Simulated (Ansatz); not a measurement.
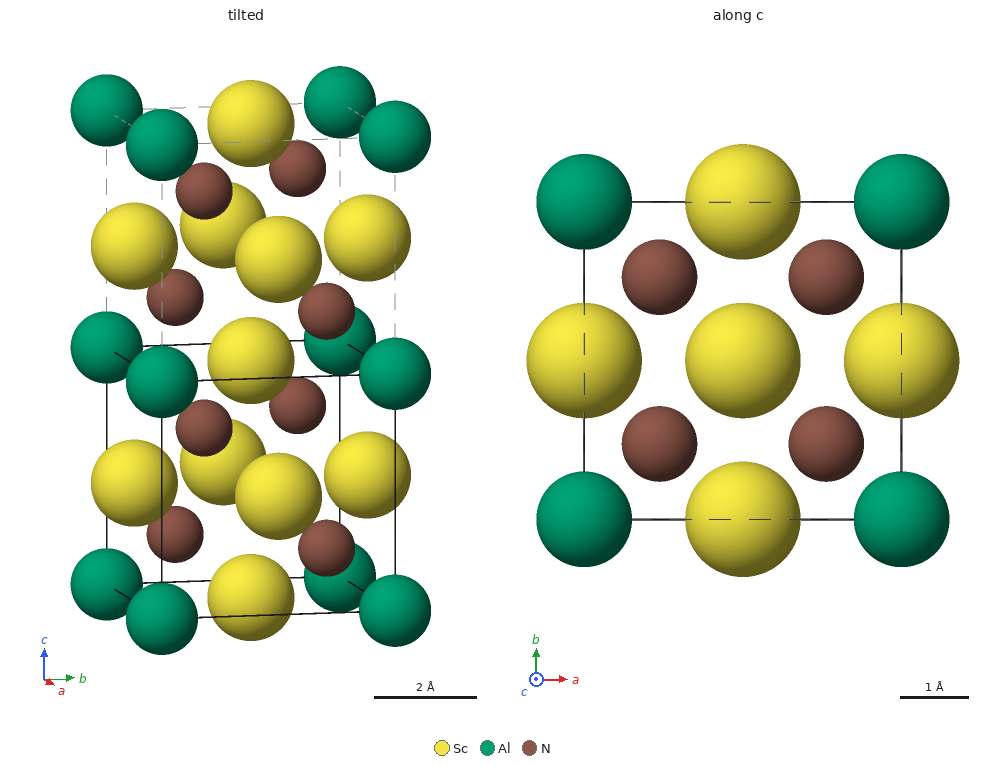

View slightly off an axis and along the c axis, drawn as a spheres-only model. The structure is repeated 1×1×2 times; solid lines mark one conventional unit cell.

Sc3AlN4, space group P-43m (No. 215), a = 4.73 Å, b = 4.73 Å, c = 4.73 Å, α = 90.00°, β = 90.00°, γ = 90.00°.

Setup: DFT PBEsol, scalar-relativistic, plane waves, PAW in Ansatz; a 420 eV plane-wave basis, a 6×6×6 grid in reciprocal space, no spin polarisation.

### How large a gap does the method give, if there is one?

A semiconductor at this level, with a gap of 2.47 eV on the k-mesh (the true edges may lie between mesh points, so the gap can be somewhat smaller).

### State the electronic part of the dielectric constant.

ε∞ averages 6.4.

Source of the structure: a structure type filled with these elements by a generator (whether the compound takes this form wasn't checked). Earlier steps of the study, as a rule a relaxation of our own, may have changed the cell and positions, so they can lie some per cent off the listed ones. A calculation with Ansatz used it as input.
